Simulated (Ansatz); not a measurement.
Al64As64: single-point calculation (part 1 of 2)

Al64As64 (F-43m, 128 atoms in the cell), computed with DFT, r2SCAN, PAW, plane waves (Ansatz 0.2.0).

The structure was built on a prototype by a generator.

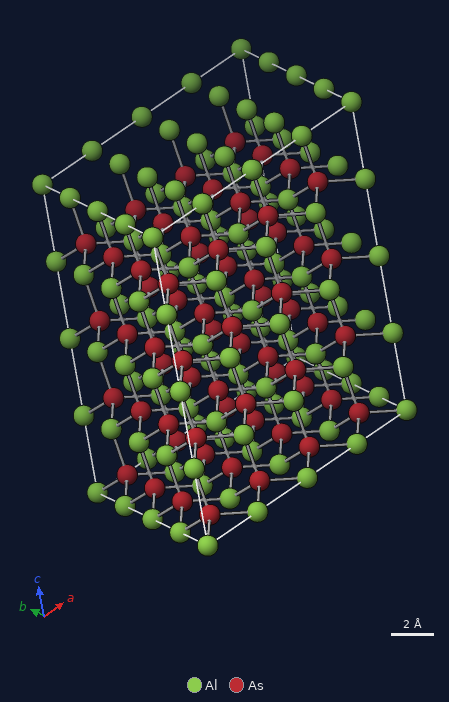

The structure (ball-and-stick view of the cell of the calculation, seen slightly off an axis).

## The input
```yaml
crystal:
  lattice:
    - [0.000000, 11.348197, 11.348197]
    - [11.348197, 0.000000, 11.348197]
    - [11.348197, 11.348197, 0.000000]
  atoms:
    - { symbol: Al, position: [0.000000, 0.000000, 0.000000] }
    - { symbol: Al, position: [0.500000, 0.000000, 0.000000] }
    - { symbol: Al, position: [0.000000, 0.500000, 0.000000] }
    - { symbol: Al, position: [0.000000, 0.000000, 0.500000] }
    - { symbol: Al, position: [0.250000, 0.250000, 0.250000] }
    - { symbol: Al, position: [0.500000, 0.500000, 0.000000] }
    - { symbol: Al, position: [0.500000, 0.000000, 0.500000] }
    - { symbol: Al, position: [0.750000, 0.250000, 0.250000] }
    - { symbol: Al, position: [0.000000, 0.500000, 0.500000] }
    - { symbol: Al, position: [0.250000, 0.750000, 0.250000] }
    - { symbol: Al, position: [0.250000, 0.250000, 0.750000] }
    - { symbol: Al, position: [0.500000, 0.500000, 0.500000] }
    - { symbol: Al, position: [0.750000, 0.750000, 0.250000] }
    - { symbol: Al, position: [0.750000, 0.250000, 0.750000] }
    - { symbol: Al, position: [0.250000, 0.750000, 0.750000] }
    - { symbol: Al, position: [0.750000, 0.750000, 0.750000] }
    - { symbol: Al, position: [0.000000, 0.000000, 0.250000] }
    - { symbol: Al, position: [0.250000, 0.250000, 0.000000] }
    - { symbol: Al, position: [0.500000, 0.000000, 0.250000] }
    - { symbol: Al, position: [0.750000, 0.250000, 0.000000] }
    - { symbol: Al, position: [0.000000, 0.500000, 0.250000] }
    - { symbol: Al, position: [0.250000, 0.750000, 0.000000] }
    - { symbol: Al, position: [0.000000, 0.000000, 0.750000] }
    - { symbol: Al, position: [0.250000, 0.250000, 0.500000] }
    - { symbol: Al, position: [0.500000, 0.500000, 0.250000] }
    - { symbol: Al, position: [0.750000, 0.750000, 0.000000] }
    - { symbol: Al, position: [0.500000, 0.000000, 0.750000] }
    - { symbol: Al, position: [0.750000, 0.250000, 0.500000] }
    - { symbol: Al, position: [0.000000, 0.500000, 0.750000] }
    - { symbol: Al, position: [0.250000, 0.750000, 0.500000] }
    - { symbol: Al, position: [0.500000, 0.500000, 0.750000] }
    - { symbol: Al, position: [0.750000, 0.750000, 0.500000] }
    - { symbol: Al, position: [0.000000, 0.250000, 0.000000] }
    - { symbol: Al, position: [0.250000, 0.000000, 0.250000] }
    - { symbol: Al, position: [0.500000, 0.250000, 0.000000] }
    - { symbol: Al, position: [0.750000, 0.000000, 0.250000] }
    - { symbol: Al, position: [0.000000, 0.750000, 0.000000] }
    - { symbol: Al, position: [0.000000, 0.250000, 0.500000] }
    - { symbol: Al, position: [0.250000, 0.500000, 0.250000] }
    - { symbol: Al, position: [0.500000, 0.750000, 0.000000] }
    - { symbol: Al, position: [0.250000, 0.000000, 0.750000] }
    - { symbol: Al, position: [0.500000, 0.250000, 0.500000] }
    - { symbol: Al, position: [0.750000, 0.500000, 0.250000] }
    - { symbol: Al, position: [0.750000, 0.000000, 0.750000] }
    - { symbol: Al, position: [0.000000, 0.750000, 0.500000] }
    - { symbol: Al, position: [0.250000, 0.500000, 0.750000] }
    - { symbol: Al, position: [0.500000, 0.750000, 0.500000] }
    - { symbol: Al, position: [0.750000, 0.500000, 0.750000] }
    - { symbol: Al, position: [0.250000, 0.000000, 0.000000] }
    - { symbol: Al, position: [0.750000, 0.000000, 0.000000] }
    - { symbol: Al, position: [0.000000, 0.250000, 0.250000] }
    - { symbol: Al, position: [0.250000, 0.500000, 0.000000] }
    - { symbol: Al, position: [0.250000, 0.000000, 0.500000] }
    - { symbol: Al, position: [0.500000, 0.250000, 0.250000] }
    - { symbol: Al, position: [0.750000, 0.500000, 0.000000] }
    - { symbol: Al, position: [0.750000, 0.000000, 0.500000] }
    - { symbol: Al, position: [0.000000, 0.750000, 0.250000] }
    - { symbol: Al, position: [0.000000, 0.250000, 0.750000] }
    - { symbol: Al, position: [0.250000, 0.500000, 0.500000] }
    - { symbol: Al, position: [0.500000, 0.750000, 0.250000] }
    - { symbol: Al, position: [0.500000, 0.250000, 0.750000] }
    - { symbol: Al, position: [0.750000, 0.500000, 0.500000] }
    - { symbol: Al, position: [0.000000, 0.750000, 0.750000] }
    - { symbol: Al, position: [0.500000, 0.750000, 0.750000] }
    - { symbol: As, position: [0.062500, 0.062500, 0.062500] }
    - { symbol: As, position: [0.562500, 0.062500, 0.062500] }
    - { symbol: As, position: [0.062500, 0.562500, 0.062500] }
    - { symbol: As, position: [0.062500, 0.062500, 0.562500] }
    - { symbol: As, position: [0.312500, 0.312500, 0.312500] }
    - { symbol: As, position: [0.562500, 0.562500, 0.062500] }
    - { symbol: As, position: [0.562500, 0.062500, 0.562500] }
    - { symbol: As, position: [0.812500, 0.312500, 0.312500] }
    - { symbol: As, position: [0.062500, 0.562500, 0.562500] }
    - { symbol: As, position: [0.312500, 0.812500, 0.312500] }
    - { symbol: As, position: [0.312500, 0.312500, 0.812500] }
    - { symbol: As, position: [0.562500, 0.562500, 0.562500] }
    - { symbol: As, position: [0.812500, 0.812500, 0.312500] }
    - { symbol: As, position: [0.812500, 0.312500, 0.812500] }
    - { symbol: As, position: [0.312500, 0.812500, 0.812500] }
    - { symbol: As, position: [0.812500, 0.812500, 0.812500] }
    - { symbol: As, position: [0.062500, 0.062500, 0.312500] }
    - { symbol: As, position: [0.312500, 0.312500, 0.062500] }
    - { symbol: As, position: [0.562500, 0.062500, 0.312500] }
    - { symbol: As, position: [0.812500, 0.312500, 0.062500] }
    - { symbol: As, position: [0.062500, 0.562500, 0.312500] }
    - { symbol: As, position: [0.312500, 0.812500, 0.062500] }
    - { symbol: As, position: [0.062500, 0.062500, 0.812500] }
    - { symbol: As, position: [0.312500, 0.312500, 0.562500] }
    - { symbol: As, position: [0.562500, 0.562500, 0.312500] }
    - { symbol: As, position: [0.812500, 0.812500, 0.062500] }
    - { symbol: As, position: [0.562500, 0.062500, 0.812500] }
    - { symbol: As, position: [0.812500, 0.312500, 0.562500] }
    - { symbol: As, position: [0.062500, 0.562500, 0.812500] }
    - { symbol: As, position: [0.312500, 0.812500, 0.562500] }
    - { symbol: As, position: [0.562500, 0.562500, 0.812500] }
    - { symbol: As, position: [0.812500, 0.812500, 0.562500] }
    - { symbol: As, position: [0.062500, 0.312500, 0.062500] }
    - { symbol: As, position: [0.312500, 0.062500, 0.312500] }
    - { symbol: As, position: [0.562500, 0.312500, 0.062500] }
    - { symbol: As, position: [0.812500, 0.062500, 0.312500] }
    - { symbol: As, position: [0.062500, 0.812500, 0.062500] }
    - { symbol: As, position: [0.062500, 0.312500, 0.562500] }
    - { symbol: As, position: [0.312500, 0.562500, 0.312500] }
    - { symbol: As, position: [0.562500, 0.812500, 0.062500] }
    - { symbol: As, position: [0.312500, 0.062500, 0.812500] }
    - { symbol: As, position: [0.562500, 0.312500, 0.562500] }
    - { symbol: As, position: [0.812500, 0.562500, 0.312500] }
    - { symbol: As, position: [0.812500, 0.062500, 0.812500] }
    - { symbol: As, position: [0.062500, 0.812500, 0.562500] }
    - { symbol: As, position: [0.312500, 0.562500, 0.812500] }
    - { symbol: As, position: [0.562500, 0.812500, 0.562500] }
    - { symbol: As, position: [0.812500, 0.562500, 0.812500] }
    - { symbol: As, position: [0.312500, 0.062500, 0.062500] }
    - { symbol: As, position: [0.812500, 0.062500, 0.062500] }
    - { symbol: As, position: [0.062500, 0.312500, 0.312500] }
    - { symbol: As, position: [0.312500, 0.562500, 0.062500] }
    - { symbol: As, position: [0.312500, 0.062500, 0.562500] }
    - { symbol: As, position: [0.562500, 0.312500, 0.312500] }
    - { symbol: As, position: [0.812500, 0.562500, 0.062500] }
    - { symbol: As, position: [0.812500, 0.062500, 0.562500] }
    - { symbol: As, position: [0.062500, 0.812500, 0.312500] }
    - { symbol: As, position: [0.062500, 0.312500, 0.812500] }
    - { symbol: As, position: [0.312500, 0.562500, 0.562500] }
    - { symbol: As, position: [0.562500, 0.812500, 0.312500] }
    - { symbol: As, position: [0.562500, 0.312500, 0.812500] }
    - { symbol: As, position: [0.812500, 0.562500, 0.562500] }
    - { symbol: As, position: [0.062500, 0.812500, 0.812500] }
    - { symbol: As, position: [0.562500, 0.812500, 0.812500] }
kpoints:
  mp_grid: { grid: [1, 1, 1] }
hamiltonian:
  xc: r2scan
scf:
  occupations: { method: fermi_dirac, width: 0.01 }
output:
  forces: true
  eigenvalues: true
  populations: true
  eigenstates: { kpoints: [[0, 0, 0]], e_range: [-6.0, 6.0], localisation: true }
```

Run on 8 CPU threads, shared host.

## What the program printed
```
Pseudopotentials: kind: paw
Functional definition: r2SCAN
  parameter k0 = 0.174
  parameter k1 = 0.065
  parameter a1 = 4.9479
  exchange = r2scan_x(k0 = k0, k1 = k1, a1 = a1)
  correlation = r2scan_c
Crystal: 128 atoms, lattice volume = 2922.877 Å³
Basis set: ecut = 500 eV, 74249 PW (Γ), exchange–correlation on 480×480×480 points (64 copies of the dense FFT grid, shifted against one another)
Bands: 704, of which v1, the nominal top of the filled ones, is band 576 counted from 1 (575 counted from 0)
Symmetry: 1536 space group operations
Space group: F-43m (ITA 216), of the structure as read, at distance tolerance 1.4e-4 Å
k-points: 1
Non-local potential: Al, projectors of the file, l = 0: 2, l = 1: 2, l = 2: 1
Non-local potential: As, projectors of the file, l = 0: 2, l = 1: 2, l = 2: 3, l = 3: 1
PAW form: soft (Blöchl's): semilocal exchange-correlation on the pseudo side does not see the compensation charge
PAW frozen core: Al, regenerated for the run's functional (the file was generated under x = pbe(κ = 0.804, μ = 0.2195149727645171), c = pbe(β = 0.06672455060314922))
PAW frozen core: As, regenerated for the run's functional (the file was generated under x = pbe(κ = 0.804, μ = 0.2195149727645171), c = pbe(β = 0.06672455060314922))
PAW one-centre angular grid: Al, 302 points (default); XC on 160 Gauss nodes
PAW one-centre angular grid: As, 590 points (default); XC on 160 Gauss nodes
Initial density: superposition of atomic densities (neutral atoms: chi_scale 0, normalization atom), corrected by the library's trained network
Initial wavefunctions: pseudopotential atomic-orbital guess
Functional: x = r2scan, c = r2scan; τ floored in thin density (d = 2e-4 eV/Å³)
SCF iter   1: F=—  HF=-345991.700654 eV  |F-HF|=—  |Δ(HF+E_count)|=         —  Δρ=4.29e-3  dr2=1.04e0  dr2_τ=6.15e-1  ethr=1.77e-3  ⟨swp⟩=6.0  Hψ=2534  notcnv=0  defer=63
preconditioner: auto → Resta (q_TF=auto, 2.336 Å⁻¹)  ε∞=4.0  [insulator: Δε(μ)=1.807 eV  Ē_g=9.028 eV  σ=0.010 eV  W_gap=1.00  n_scr=608 (ndim 8)  ℏωp=15.5 eV  f_vac=0.006  D(μ)=0.00/eV (n_scr^D=0)  ε∞_Penn≈4.0]
SCF iter   2: F=—  HF=-345993.160807 eV  |F-HF|=—  |Δ(HF+E_count)|=    1.46e0  Δρ=2.61e-3  dr2=3.00e-1  dr2_τ=2.30e-3  ethr=9.05e-5  ⟨swp⟩=3.0  Hψ=1401  notcnv=0  defer=120
SCF iter   3: F=—  HF=-345993.122285 eV  |F-HF|=—  |Δ(HF+E_count)|=   3.85e-2  Δρ=1.16e-3  dr2=5.24e-2  dr2_τ=6.34e-4  ethr=2.60e-5  ⟨swp⟩=2.0  Hψ=780  notcnv=0  defer=120
SCF iter   4: F=—  HF=-345993.120302 eV  |F-HF|=—  |Δ(HF+E_count)|=   1.98e-3  Δρ=2.99e-4  dr2=1.57e-3  dr2_τ=4.86e-5  ethr=4.55e-6  ⟨swp⟩=2.0  Hψ=847  notcnv=0  defer=120
SCF iter   5: F=—  HF=-345993.117180 eV  |F-HF|=—  |Δ(HF+E_count)|=   3.12e-3  Δρ=5.58e-5  dr2=1.24e-4  dr2_τ=6.05e-7  ethr=1.37e-7  ⟨swp⟩=2.0  Hψ=776  notcnv=0  defer=120
SCF iter   6: F=—  HF=-345993.118448 eV  |F-HF|=—  |Δ(HF+E_count)|=   1.27e-3  Δρ=1.01e-5  dr2=4.15e-6  dr2_τ=2.58e-8  ethr=1.08e-8  ⟨swp⟩=2.0  Hψ=1160  notcnv=0  defer=120
SCF iter   7: F=—  HF=-345993.118448 eV  |F-HF|=—  |Δ(HF+E_count)|=   7.26e-7  Δρ=2.10e-6  dr2=1.64e-7  dr2_τ=9.71e-10  ethr=3.60e-10  ⟨swp⟩=2.0  Hψ=839  notcnv=0  defer=120
SCF iter   8: F=-345993.118448 eV  HF=-345993.118448 eV  |F-HF|=2.04e-9  |Δ(HF+E_count)|=   8.57e-8  Δρ=4.36e-7  dr2=4.59e-9  dr2_τ=3.98e-11  ethr=8.68e-12  ⟨swp⟩=18.0  Hψ=3648  notcnv=0
SCF 1 converged in 8 iterations: F = -345993.118448 eV  dr2 = 4.59e-9
  greatest PAW one-centre occupation: 0.999 electrons in one spin orbital (limit 2), on the As atom at site 127 (counted from 0), in its partial waves of l = 2
NSCF: frozen V_eff on 1 k-points
SCF converged after 8 iterations
Free energy (F): -345993.118448 eV
Harris-Foulkes:  -345993.118448 eV  (|F-HF|=2.04e-9)
Internal energy: -345993.118448 eV  (E = F + TS)
E sigma→0 (E₀):  -345993.118448 eV
Fermi energy:    7.006432 eV
--- Per-component energies (eV) ---
  E_band       = -17741.590204
  E_kinetic    = 8146.404709
  E_local      = -135834.740837  (includes V_loc(G=0)·N_el)
  E_nonlocal   = -42255.469745
  E_hartree    = 72725.441583
  E_xc         = -7125.273931
  E_vxc        = -7411.806050  (∫ρ·V_xc dr)
  E_paw        = -148565.298649  (= ΣΔE_a)
  E_vpaw       = 13808.955124  (= ΣTr[D̂ρ^β])
  E_aug_tail   = -0.000446  (compensation charges beyond the density's cutoff)
  E_vtau       = 354.186324  (kinetic-family band-sum trace: ∫τ·v_τ [+ j·A + Jᵃ·Aᵃ] dr)
  E_ewald      = -92987.060122
  E_core_change = -97.121011  (= ΣΔE_core)
  E_smearing   = -0.000000  (= −TS)
  E_closure    = 0.000000  (closes the sum)
  Σ components = -345993.118448   (vs F -345993.118448, Δ=0.00e0)
```
